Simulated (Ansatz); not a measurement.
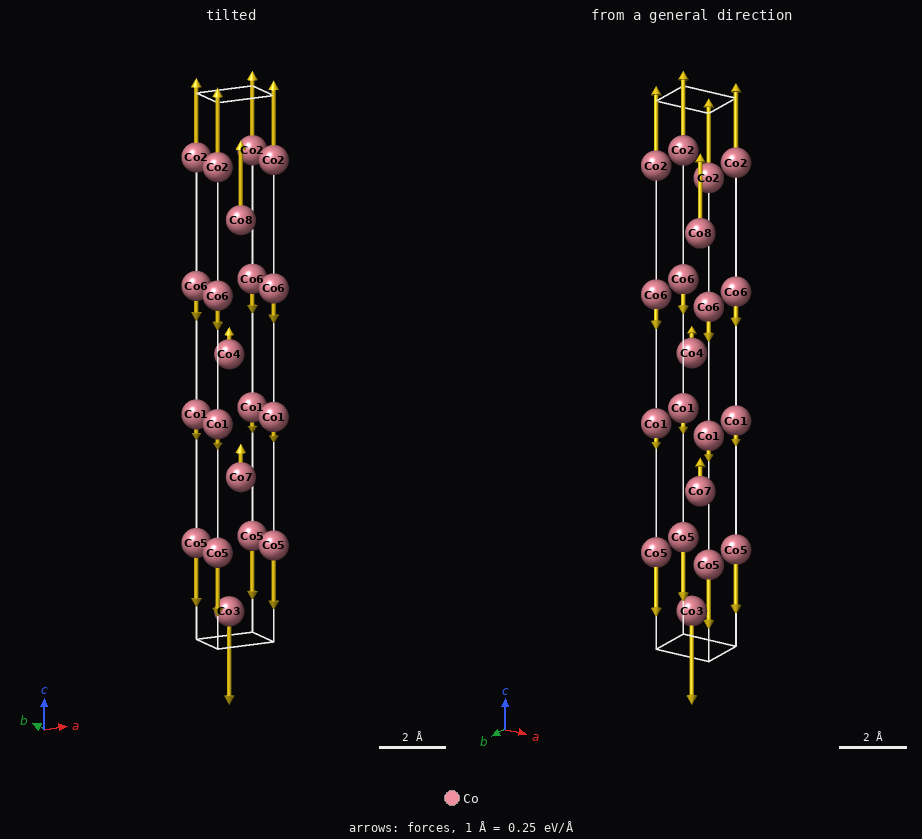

Figure: spheres-only view slightly off an axis and from a general direction. Thin lines show the simulation cell, with boundary atoms drawn in all their periodic places. The arrows are the computed forces on the atoms.

System: Co. Run with Ansatz 0.2.0, DFT PBEsol, scalar-relativistic, plane waves, PAW and these settings: cutoff 420 eV, k-point mesh 22×22×3, Gaussian smearing of 0.15 eV, collinear spins.

> Has this structure been optimised to equilibrium?

No. The atoms still feel forces of up to about 0.62 eV/Å, far above a usual threshold of 0.01 to 0.03 eV/Å.

> Which atom has the biggest force on it?

Co3, about 0.62 eV/Å.

The cell started as a structure listed in the Materials Project. The cell was then strained or its atoms displaced on purpose. Ansatz was used for an electronic-structure calculation on it.
